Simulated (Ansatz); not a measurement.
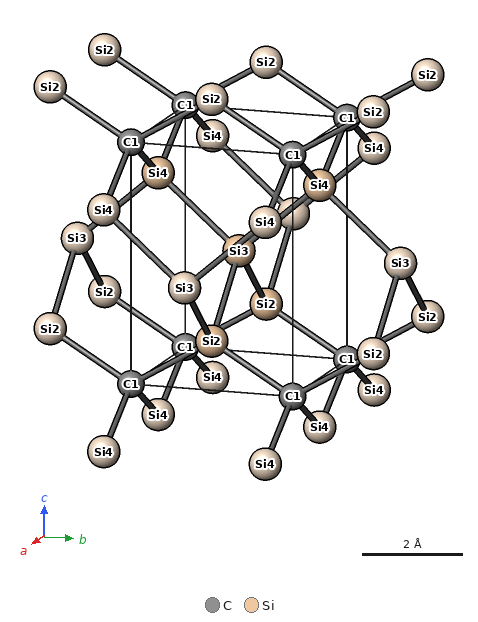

The input geometry of run 1 (ball-and-stick view of the cell of the calculation, seen slightly off an axis; neighbours outside the cell are drawn fainter; atoms are numbered from 1 in the order of the input). Near neighbours in the crystal (not all of them lie inside the picture): C has 4 Si at 1.99 Å; Si has 2 C at 1.99 Å and 2 Si at 2.27 Å; Si has 4 Si at 2.27 Å.

**Si₃C: a failed or faulty run and its cure**

System: Si₃C (P-4m2, 4 atoms in the cell).
Method of run 1: DFT, PBE, plane waves, PAW, no spin polarisation (Ansatz 0.2.0).

The structure was built on a prototype by a generator. Some settings of this run were made unusual or wrong on purpose. The geometry comes from this level: r2SCAN. Text and figures count atoms from 1; the logs count them from 0 in places.

**The input, run 1**
```yaml
crystal:
  lattice:
    - [3.4318102017, 0.0, 0.0]
    - [0.0, 3.4318102017, 0.0]
    - [0.0, 0.0, 5.0004336163]
  atoms:
    - { symbol: C, position: [0.0, 0.0, 0.0] }
    - { symbol: Si, position: [0.0, 0.5, 0.2031984776] }
    - { symbol: Si, position: [0.5, 0.5, 0.5] }
    - { symbol: Si, position: [0.5, 0.0, 0.7968015224] }
kpoints:
  mp_grid: { grid: [6, 6, 4] }
hamiltonian:
  xc: pbe
scf:
  occupations: { method: fermi_dirac, width: 0.02 }
  n_extra_bands: 5
  max_iter: 87
output:
  forces: true
  stress: true
  eigenvalues: true
basis:
  ecutrho_ratio: 1
```

Launched with:
```bash
ansatz run input.yaml --threads 4 --pin off --max-ram 3686MiB --backend cpu --events-out ev --progress --plain --runs-dir out
```

Hardware: 4 threads of an Arm (aarch64) CPU, shared host.

**Output, shortened to warnings, some set-up lines, iterations and results (run 1)**
```
Warning: basis.ecutrho_ratio = 1 (ecutrho = 420 eV) is below the records' recommended 1680 eV
Basis set: ecut = 420 eV, 1141 PW (Γ), exchange–correlation on 36×36×60 points (8 copies of the dense FFT grid, shifted against one another)
Symmetry: 8 space group operations
k-points: 30 of 144 (time reversal used)
Initial density: superposition of atomic densities (neutral atoms: chi_scale 0, normalization atom), corrected by the library's trained network
[...]
SCF iter   1: F=—  HF=-2157.255333 eV  |F-HF|=—  |Δ(HF+E_count)|=         —  Δρ=5.19e-3  dr2=4.05e-2  ethr=1.77e-3  ⟨swp⟩=6.7  Hψ=2823  notcnv=0
SCF iter   2: F=—  HF=-2157.247269 eV  |F-HF|=—  |Δ(HF+E_count)|=   8.06e-3  Δρ=1.28e-3  dr2=1.14e-3  ethr=2.53e-4  ⟨swp⟩=2.3  Hψ=748  notcnv=0  defer=23
SCF iter   3: F=—  HF=-2157.247167 eV  |F-HF|=—  |Δ(HF+E_count)|=   1.02e-4  Δρ=5.28e-4  dr2=1.37e-4  ethr=7.11e-6  ⟨swp⟩=2.4  Hψ=580  notcnv=0  defer=23
SCF iter   4: F=—  HF=-2157.247219 eV  |F-HF|=—  |Δ(HF+E_count)|=   5.11e-5  Δρ=1.35e-4  dr2=6.90e-6  ethr=8.58e-7  ⟨swp⟩=2.7  Hψ=613  notcnv=0  defer=23
SCF iter   5: F=—  HF=-2157.247156 eV  |F-HF|=—  |Δ(HF+E_count)|=   6.29e-5  Δρ=2.35e-5  dr2=1.81e-7  ethr=4.31e-8  ⟨swp⟩=2.0  Hψ=608  notcnv=0  defer=23
SCF iter   6: F=-2157.247156 eV  HF=-2157.247156 eV  |F-HF|=2.93e-10  |Δ(HF+E_count)|=   2.45e-7  Δρ=2.08e-6  dr2=2.69e-9  ethr=6.25e-10  ⟨swp⟩=7.8  Hψ=2039  notcnv=0
SCF 1 converged in 6 iterations: F = -2157.247156 eV  dr2 = 2.69e-9
SCF converged after 6 iterations
Free energy (F): -2157.247156 eV
Harris-Foulkes:  -2157.247156 eV  (|F-HF|=2.93e-10)
Internal energy: -2157.246241 eV  (E = F + TS)
E sigma→0 (E₀):  -2157.246698 eV
Entropy (-TS):   -0.000915 eV (-0.229 meV/atom)
Fermi energy:    8.488265 eV
--- Per-component energies (eV) ---
  E_band       = 35.190943
  E_kinetic    = 212.815806
  E_local      = -175.614302  (includes V_loc(G=0)·N_el)
  E_nonlocal   = 104.082548
  E_hartree    = 54.641107
  E_xc         = -214.979688
  E_vxc        = -201.650595  (∫ρ·V_xc dr)
  E_paw        = -1637.395209  (= ΣΔE_a)
  E_vpaw       = -13.744062  (= ΣTr[D̂ρ^β])
  E_aug_tail   = 0.019305  (compensation charges beyond the density's cutoff)
  E_ewald      = -500.815807
  E_smearing   = -0.000915  (= −TS)
  E_closure    = 0.000000  (closes the sum)
  Σ components = -2157.247156   (vs F -2157.247156, Δ=0.00e0)
--- Forces (eV/Å), atoms counted from 1 ---
  atom   1  C      0.00000000     0.00000000     0.00000000
  atom   2  Si     0.00000000    -0.00000000    -0.27663578
  atom   3  Si    -0.00000000     0.00000000     0.00000000
  atom   4  Si     0.00000000    -0.00000000     0.27663578
  max |Σ_I F_I| component: 2.64e-16 eV/Å
--- Stress (GPa, compression-positive) ---
        1.584418       0.000000       0.000000
        0.000000       1.584418       0.000000
        0.000000       0.000000       1.974510
  P = ⅓ Tr σ = 1.7144 GPa (17.144 kbar)
settings of this run that can trade accuracy for cost: basis.ecutrho_ratio < 4. Do not mix this run's numbers with those of runs without the same settings; the input reference describes each key
```

**Diagnose this run and give a change of the input that cures it.**

Some settings of this run were drawn to be unusual or wrong. It converged; results that depend on the unusual settings are not reference values. The program warns: the cutoff is below the recommended one.

A run of the same system that converges differs from this input as follows (lines with − go, lines with + come):
```diff
-  max_iter: 87
-basis:
-  ecutrho_ratio: 1
```

**Output, shortened to warnings, some set-up lines, iterations and results (run 2)**
```
Basis set: ecut = 420 eV, 1141 PW (Γ), exchange–correlation on 48×48×72 points (8 copies of the dense FFT grid, shifted against one another)
Symmetry: 8 space group operations
k-points: 30 of 144 (time reversal used)
Initial density: superposition of atomic densities (neutral atoms: chi_scale 0, normalization atom), corrected by the library's trained network
[...]
SCF iter   1: F=—  HF=-2157.251510 eV  |F-HF|=—  |Δ(HF+E_count)|=         —  Δρ=5.35e-3  dr2=4.17e-2  ethr=1.77e-3  ⟨swp⟩=6.8  Hψ=2847  notcnv=0
SCF iter   2: F=—  HF=-2157.243089 eV  |F-HF|=—  |Δ(HF+E_count)|=   8.42e-3  Δρ=1.26e-3  dr2=1.10e-3  ethr=2.61e-4  ⟨swp⟩=2.3  Hψ=740  notcnv=0  defer=23
SCF iter   3: F=—  HF=-2157.242969 eV  |F-HF|=—  |Δ(HF+E_count)|=   1.21e-4  Δρ=5.02e-4  dr2=1.26e-4  ethr=6.89e-6  ⟨swp⟩=2.5  Hψ=588  notcnv=0  defer=23
SCF iter   4: F=—  HF=-2157.243007 eV  |F-HF|=—  |Δ(HF+E_count)|=   3.77e-5  Δρ=1.33e-4  dr2=6.35e-6  ethr=7.90e-7  ⟨swp⟩=2.7  Hψ=614  notcnv=0  defer=23
SCF iter   5: F=—  HF=-2157.243000 eV  |F-HF|=—  |Δ(HF+E_count)|=   6.85e-6  Δρ=1.77e-5  dr2=1.22e-7  ethr=3.97e-8  ⟨swp⟩=2.9  Hψ=638  notcnv=0  defer=23
SCF iter   6: F=-2157.243000 eV  HF=-2157.243000 eV  |F-HF|=1.75e-9  |Δ(HF+E_count)|=   1.72e-7  Δρ=2.39e-6  dr2=2.42e-9  ethr=6.25e-10  ⟨swp⟩=7.8  Hψ=1988  notcnv=0
SCF 1 converged in 6 iterations: F = -2157.243000 eV  dr2 = 2.42e-9
SCF converged after 6 iterations
Free energy (F): -2157.243000 eV
Harris-Foulkes:  -2157.243000 eV  (|F-HF|=1.75e-9)
Internal energy: -2157.242103 eV  (E = F + TS)
E sigma→0 (E₀):  -2157.242552 eV
Entropy (-TS):   -0.000897 eV (-0.224 meV/atom)
Fermi energy:    8.480866 eV
--- Per-component energies (eV) ---
  E_band       = 35.124741
  E_kinetic    = 212.736932
  E_local      = -175.516745  (includes V_loc(G=0)·N_el)
  E_nonlocal   = 104.066129
  E_hartree    = 54.590701
  E_xc         = -214.919410
  E_vxc        = -201.612355  (∫ρ·V_xc dr)
  E_paw        = -1637.383929  (= ΣΔE_a)
  E_vpaw       = -13.730800  (= ΣTr[D̂ρ^β])
  E_aug_tail   = 0.000026  (compensation charges beyond the density's cutoff)
  E_ewald      = -500.815807
  E_smearing   = -0.000897  (= −TS)
  E_closure    = -0.000000  (closes the sum)
  Σ components = -2157.243000   (vs F -2157.243000, Δ=0.00e0)
--- Forces (eV/Å), atoms counted from 1 ---
  atom   1  C     -0.00000000     0.00000000     0.00000000
  atom   2  Si     0.00000000    -0.00000000    -0.28137078
  atom   3  Si    -0.00000000     0.00000000     0.00000000
  atom   4  Si     0.00000000    -0.00000000     0.28137078
  max |Σ_I F_I| component: 2.08e-16 eV/Å
--- Stress (GPa, compression-positive) ---
        1.517831       0.000000       0.000000
        0.000000       1.517831       0.000000
        0.000000       0.000000       1.935758
  P = ⅓ Tr σ = 1.6571 GPa (16.571 kbar)
```

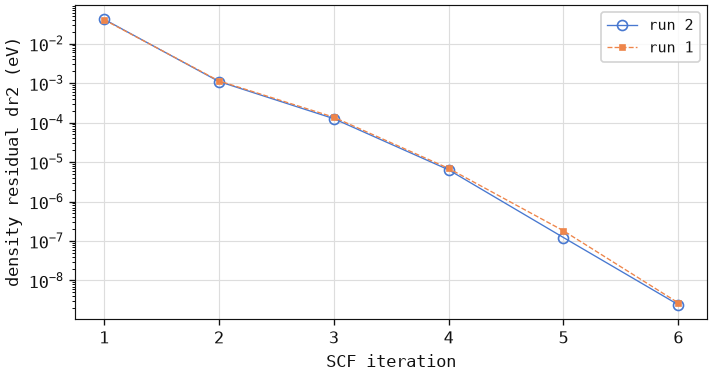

Convergence of the two runs: density residual dr2 against the SCF iteration. Run 2 takes 6 iterations in all, and run 1 takes 6.

**The two runs side by side**

| quantity | run 1 | run 2 |
| --- | --- | --- |
| outcome | converged | converged |
| free energy per atom (eV) | −539.3118 | −539.3107 |
| gap on the mesh (eV) | 0.00 | 0.00 |
| pressure (GPa) | 1.71 | 1.66 |
| largest force (eV/Å) | 0.277 | 0.281 |
| SCF iterations | 6 | 6 |
| irreducible k-points | 30 | 30 |
| plane waves at Γ | 1141 | 1141 |
| wall time (shared host) | 1.2 s | 1.3 s |

The free energy of run 2 is 1.0 meV per atom higher, which comes mainly from the change of cutoff or grids; a solver setting shouldn't move a converged energy. The number of SCF iterations is the same.
